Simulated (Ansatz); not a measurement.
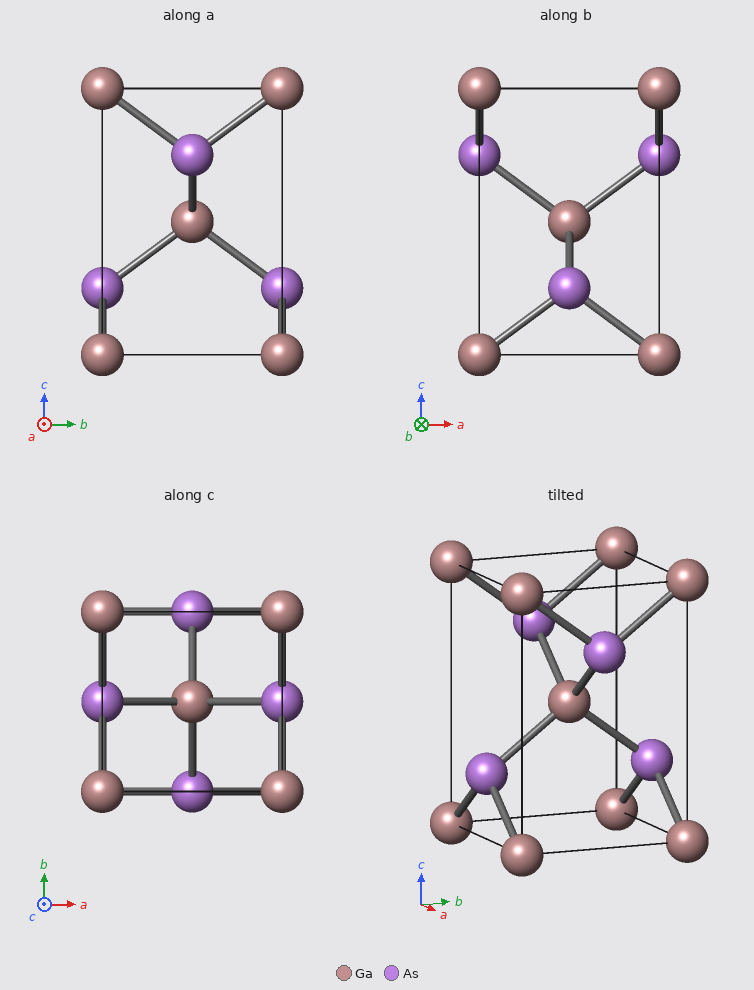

Drawn in the ball-and-stick manner and seen along the a axis, along the b axis, along the c axis and slightly off an axis. Lines trace the edges of the conventional unit cell.

Lattice parameters: a = 3.8239 Å, b = 3.8239 Å, c = 5.6662 Å, α = 90.000°, β = 90.000°, γ = 90.000°.

Question: Give the structure in the form of a CIF in P1 with every atom of the cell.

Answer:
```cif
data_structure
_symmetry_space_group_name_H-M 'P 1'
_symmetry_Int_Tables_number 1
_cell_length_a 3.8239
_cell_length_b 3.8239
_cell_length_c 5.6662
_cell_angle_alpha 90.000
_cell_angle_beta 90.000
_cell_angle_gamma 90.000
_cell_volume 82.85
loop_
_atom_site_label
_atom_site_type_symbol
_atom_site_fract_x
_atom_site_fract_y
_atom_site_fract_z
_atom_site_occupancy
Ga1 Ga 0.0000 0.0000 0.0000 1
As1 As 0.5000 0.0000 0.2500 1
Ga2 Ga 0.5000 0.5000 0.5000 1
As2 As 0.0000 0.5000 0.7500 1
```

Starting structure: a structure type filled with these elements by a generator (whether the compound takes this form wasn't checked). The cell was then strained or its atoms displaced on purpose. It was run through Ansatz as a DFT input.

At this level of theory the cell isn't at rest (compressed, at 11 GPa), so its distances can differ from those at equilibrium, the more so the softer the solid.
